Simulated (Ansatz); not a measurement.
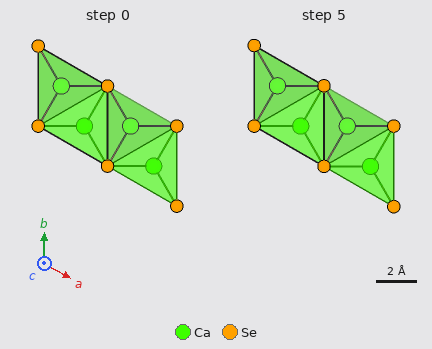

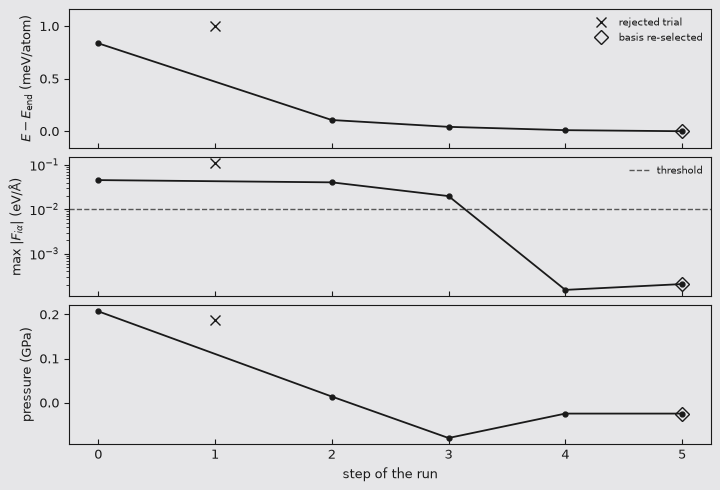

First and last geometry of a relaxation of a crystal of Ca$_{2}$Se (a generated structure, set up in P-3m1), with the history of the run. A polyhedral model of the cell of the calculation, repeated 2 × 1 × 1 with one cell outlined, seen along the c axis.

All numbers below come from DFT PBE, scalar-relativistic, plane waves, PAW in Ansatz.

The input:
```yaml
crystal:
  lattice:
    - [4.0829698941, 0.0, 0.0]
    - [-2.0414849471, 3.5359556512, 0.0]
    - [0.0, 0.0, 6.8303909816]
  atoms:
    - { symbol: Ca, position: [0.6666666667, 0.3333333333, 0.7407513498] }
    - { symbol: Ca, position: [0.3333333333, 0.6666666667, 0.2592486502] }
    - { symbol: Se, position: [0.0, 0.0, 0.0] }
basis:
  ecutwfc: 420
kpoints:
  mp_grid: { grid: [12, 12, 8] }
hamiltonian:
  xc: pbe
scf:
  occupations: { method: gaussian, width: 0.1 }
output:
  forces: true
  stress: true
  eigenvalues: true
  write_density: true
  write_potential: true
  elf: true
  volumetric_format: npy
relax:
  adjacent_minimum: "off"
  f_tol: 0.01
  max_steps: 80
  cell: { stress_tol: 0.05 }
```

Launched with:
```bash
ansatz run input.yaml --threads 1 --pin off --max-ram 2560MiB --backend cpu --events-out ev --progress --plain --runs-dir out
```

What do the curves and the structures tell?

Answer. It converged. The largest moves relative to the cell, 0.005 Å, are those of Ca1 and Ca2. Ca2 goes along +c. Se stays in place. The drawn cell changes as follows: a = b 4.083 → 4.111 Å (+0.7 %), c 6.830 → 6.786 Å (−0.6 %); the volume changes by +0.7 %. Some distances before and after: Ca1–Se3 2.948 → 2.958 Å. The space group stays P-3m1 (No. 164). Over 3 accepted moves (5 points after the start) the energy falls by 0.8 meV per atom. The largest force component goes from 0.046 to 0.00021 eV/Å. Pressure: 0.21 GPa at the start and −0.02 GPa at the end. The line search rejected the trial step at point 1 of the run. At 1 point the geometry stayed and the basis and grid were re-selected for the new cell (energy shift of less than 0.05 meV per atom at most each time). Cost: 60 s on 1 thread of Intel(R) Xeon(R) Platinum 8488C (Sapphire Rapids), on a shared host, peak memory 0.6 GiB.
